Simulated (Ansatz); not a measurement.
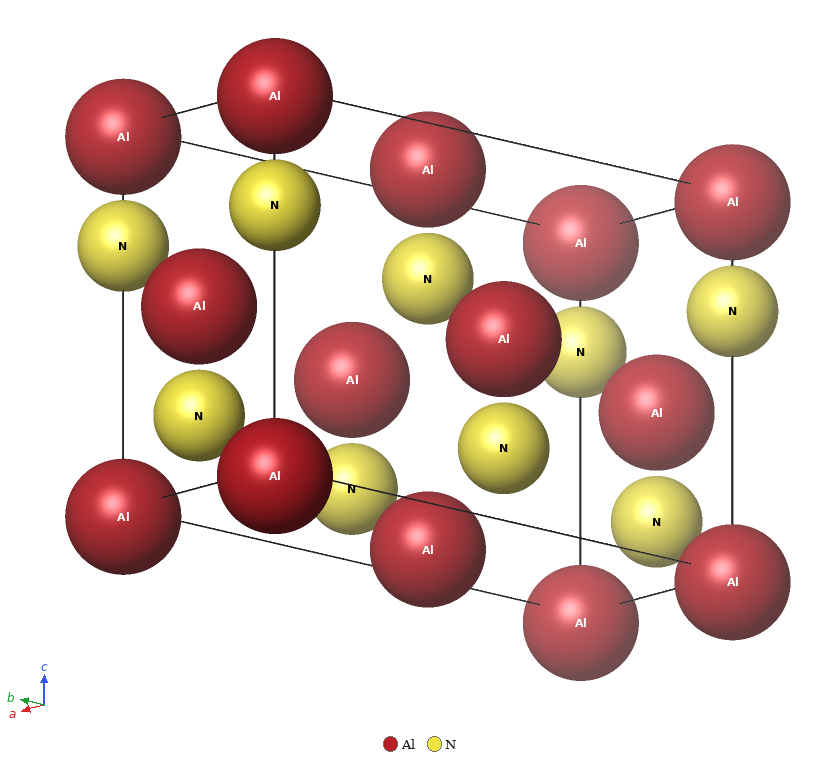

Spheres-only model, viewed from a general direction. The frame is the conventional unit cell; atoms at its boundary are shown with their periodic copies.

AlN, space group Fmm2 (No. 42), a = 2.74 Å, b = 7.68 Å, c = 4.82 Å, α = 90.00°, β = 90.00°, γ = 90.00°.

Setup: DFT PBE, scalar-relativistic, plane waves, PAW (Ansatz); plane waves up to 420 eV, k-points about 0.28 Å⁻¹ apart, Gaussian smearing of 0.02 eV, no spin polarisation.

Does it come out as a metal, or with a gap?

A semiconductor at this level, with a gap of 2.55 eV on the k-mesh (the true edges may lie between mesh points, so the gap can be somewhat smaller).

Would the cell expand or shrink if it could?

The computed pressure is 101.3 GPa (compressed: it would expand). The stress isn't hydrostatic: its largest component is 243.0 GPa.

Starting structure: a structure listed in the Materials Project, with elements exchanged, so it need not be a known form of the compound. The cell was then strained or its atoms displaced on purpose. It was run through Ansatz as a DFT input.

At this level of theory the cell isn't at rest (compressed, at 101 GPa and forces up to 21.7 eV/Å), so its distances can differ from those at equilibrium, the more so the softer the solid.
